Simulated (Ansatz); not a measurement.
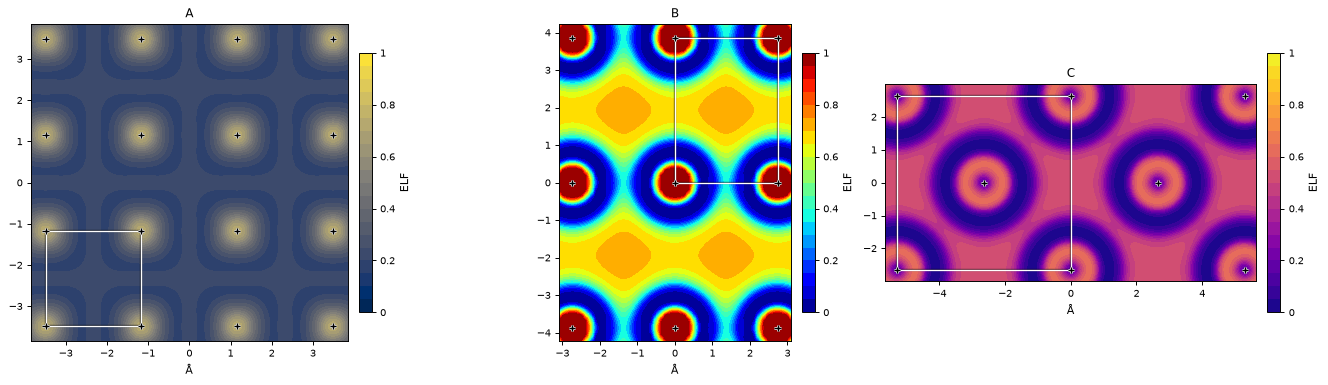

The electron localisation function of 3 systems, each on a plane through atoms (crosses mark nuclei in the plane).

The calculation used DFT, PBE, plane waves (420 eV) with PAW, scalar-relativistic (Ansatz 0.2.0).

System 1: Na, the (010) plane of the conventional cell. Space group Fm-3m; set up as Na, fcc; a generated structure, not necessarily the stable one; computed without spin polarisation.

System 2: Li, the (101) plane of the conventional cell. Space group Pm-3m; set up as Li, simple cubic; a generated structure, not necessarily the stable one; computed without spin polarisation.

```cif
data_structure
_symmetry_space_group_name_H-M 'P 1'
_symmetry_Int_Tables_number 1
_cell_length_a 2.7341
_cell_length_b 2.7341
_cell_length_c 2.7341
_cell_angle_alpha 90.000
_cell_angle_beta 90.000
_cell_angle_gamma 90.000
_cell_volume 20.44
loop_
_atom_site_label
_atom_site_type_symbol
_atom_site_fract_x
_atom_site_fract_y
_atom_site_fract_z
_atom_site_occupancy
Li1 Li 0.00000 0.00000 0.00000 1
```

System 3: Ni, the (001) plane of the conventional cell. Space group Pm-3m; set up as Ni, simple cubic; a generated structure, not necessarily the stable one; computed without spin polarisation.

```yaml
crystal:
  lattice:
    - [2.32652, 0.00000, 0.00000]
    - [0.00000, 2.32652, 0.00000]
    - [0.00000, 0.00000, 2.32652]
  atoms:
    - { symbol: Ni, position: [0.00000, 0.00000, 0.00000] }
```

Question: Match each panel to its system.

Answer: Panel A is system 3, Ni: the plane holds Ni. Ni–Ni (2.33 Å): the ELF is about 0.25 at the midpoint (no localised pair shows between them). Panel B is system 2, Li: the plane holds Li. Li–Li (2.73 Å): the ELF is about 0.35 at the midpoint. Panel C is system 1, Na: the plane holds Na. Na–Na (3.74 Å): the ELF is about 0.45 at the midpoint.
